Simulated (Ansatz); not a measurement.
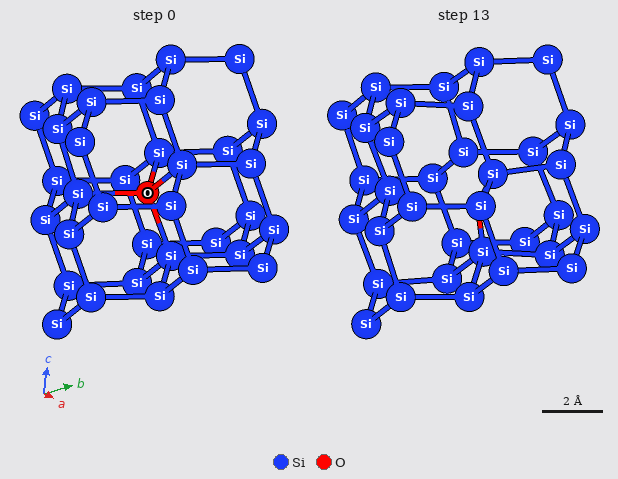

The structure of a defect cell of composition Si$_{127}$O (cell charge +1) before (left) and after (right) a relaxation, at one scale.

Style: ball-and-stick. Shown: the atoms within 5.8 Å of the atom that moves most (axes of the cell of the calculation (origin shifted)), slightly off an axis.

Level of theory: DFT, PBEsol, PAW, plane waves (Ansatz 0.2.0). Set-up: plane-wave cutoff 420 eV; k-point mesh 1 × 1 × 1; mesh shifted by (0.25, 0.25, 0.25); collinear spin; atoms relaxed in a fixed cell; force threshold 0.03 eV/Å; at most 80 steps.

Describe what moved and what it gained.

The largest move is that of the O atom, 0.96 Å along [1 1 −1]. Largest moves by element: O 0.96 Å, Si 0.34 Å. The cell stays as it was. Among the contacts that change: O–Si 2.365 → 1.700 Å, O–Si 2.377 → 3.017 Å, O–Si 2.321 → 1.700 Å, Si–Si 2.341 → 2.455 Å. Among the angles between lasting bonds that change: Si–Si–Si 110.6° → 103.3°, Si–Si–Si 109.5° → 103.2°, Si–Si–Si 108.8° → 103.2°. The energy falls by 2.257 eV per cell of the calculation in 13 geometry steps. Largest force component: 1.2 eV/Å at the start, 0.014 eV/Å at the end. The program noted that the starting moments weren't kept. The run took 58 s on 1 × NVIDIA GB300 Max-Q with 8 threads of Arm Neoverse-V2, peak memory 2.4 GiB.

Limits of the set-up: the cell is charged, on a uniform background, and energies carry no finite-size correction.
